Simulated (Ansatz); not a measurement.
Consider Sn₁₆HO₁₅ (cell with a defect).

The calculation's input:

```
crystal:
  lattice:
    - [0.0, 7.6731101714, 4.7594503434]
    - [0.0, -7.6731101714, 4.7594503434]
    - [7.6731101714, 0.0, -4.7594503434]
  atoms:
    - { symbol: Sn, position: [0.4967339968, 0.9967339968, 0.25] }
    - { symbol: Sn, position: [0.2467339968, 0.2467339968, 0.25] }
    - { symbol: Sn, position: [0.7467339968, 0.7467339968, 0.25] }
    - { symbol: Sn, position: [0.9967339968, 0.4967339968, 0.25] }
    - { symbol: Sn, position: [0.2467339968, 0.7467339968, 0.75] }
    - { symbol: Sn, position: [0.4967339968, 0.4967339968, 0.75] }
    - { symbol: Sn, position: [0.9967339968, 0.9967339968, 0.75] }
    - { symbol: Sn, position: [0.7467339968, 0.2467339968, 0.75] }
    - { symbol: Sn, position: [0.7532660032, 0.0032660032, 0.0] }
    - { symbol: Sn, position: [0.5032660032, 0.2532660032, 0.0] }
    - { symbol: Sn, position: [0.0032660032, 0.7532660032, 0.0] }
    - { symbol: Sn, position: [0.2532660032, 0.5032660032, 0.0] }
    - { symbol: Sn, position: [0.5032660032, 0.7532660032, 0.5] }
    - { symbol: Sn, position: [0.7532660032, 0.5032660032, 0.5] }
    - { symbol: Sn, position: [0.2532660032, 0.0032660032, 0.5] }
    - { symbol: Sn, position: [0.0032660032, 0.2532660032, 0.5] }
    - { symbol: H, position: [0.25, 0.75, 0.0] }
    - { symbol: O, position: [0.0, 0.0, 0.0] }
    - { symbol: O, position: [0.5, 0.5, 0.0] }
    - { symbol: O, position: [0.75, 0.25, 0.0] }
    - { symbol: O, position: [0.0, 0.5, 0.5] }
    - { symbol: O, position: [0.25, 0.25, 0.5] }
    - { symbol: O, position: [0.75, 0.75, 0.5] }
    - { symbol: O, position: [0.5, 0.0, 0.5] }
    - { symbol: O, position: [0.5, 0.75, 0.25] }
    - { symbol: O, position: [0.25, 0.0, 0.25] }
    - { symbol: O, position: [0.75, 0.5, 0.25] }
    - { symbol: O, position: [0.0, 0.25, 0.25] }
    - { symbol: O, position: [0.25, 0.5, 0.75] }
    - { symbol: O, position: [0.5, 0.25, 0.75] }
    - { symbol: O, position: [0.0, 0.75, 0.75] }
    - { symbol: O, position: [0.75, 0.0, 0.75] }
basis:
  ecutwfc: 420
  xc_grid: 2
kpoints:
  mp_grid: { grid: [4, 4, 4], shift: [0.5, 0.5, 0.5] }
hamiltonian:
  xc: pbe
  dispersion: d3bj
scf:
  occupations: { method: gaussian, width: 0.1 }
output:
  forces: true
  stress: false
  eigenvalues: true
  write_density: true
  write_potential: true
  elf: true
  volumetric_format: npy
relax:
  adjacent_minimum: "off"
  f_tol: 0.025
  max_steps: 60
```

Run with:

```sh
ansatz run input.yaml --threads 8 --pin off --max-ram 22528MiB --backend cpu --events-out ev --progress --plain --runs-dir out
```

The fields are those of the relaxed geometry.

Computed without spin polarisation.

Theory: DFT PBE+D3(BJ), scalar-relativistic, plane waves, PAW in Ansatz 0.2.0.

**What will maps of the valence pseudo-density and electron localisation function show?**

Sn–H (2.32 Å): ρ at the midpoint is about 0.29 e/Å³; the ELF climbs to about 1 towards the hydrogen.
Sn–O (2.25 Å): ρ at the midpoint is about 0.45 e/Å³; the ELF peaks at about 0.85 in the valence shell of O, 0.6 Å from its nucleus, and is about 0.20 at the midpoint (no localised pair shows between them).
Sn–O (2.28 Å): ρ is about 0.42 e/Å³ halfway; the ELF peaks at about 0.85 in the valence shell of O, 0.6 Å from its nucleus, and is about 0.20 at the midpoint: no localised pair shows between them.

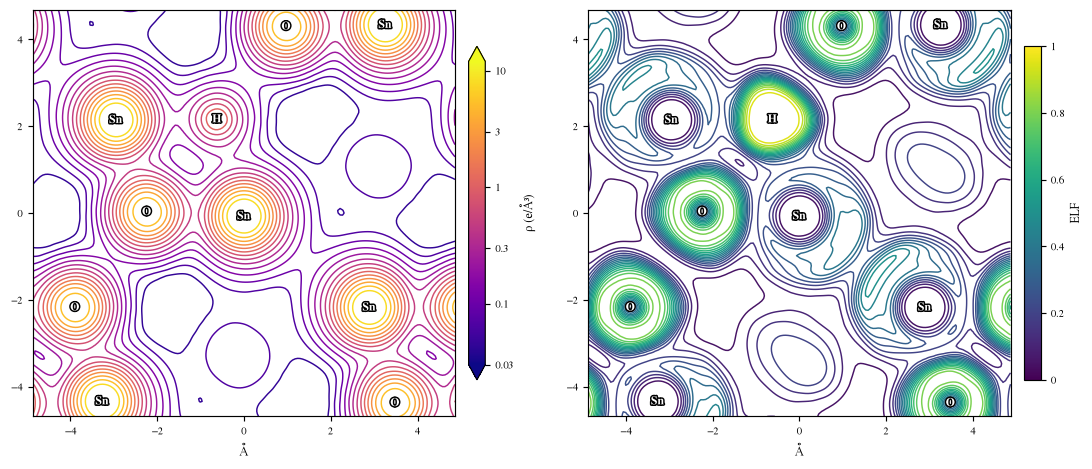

Computed valence pseudo-density and electron localisation function on the (010) plane of the calculation cell, in this order. 

In a PAW calculation such maps are meaningful between the atoms, not at the nuclei.
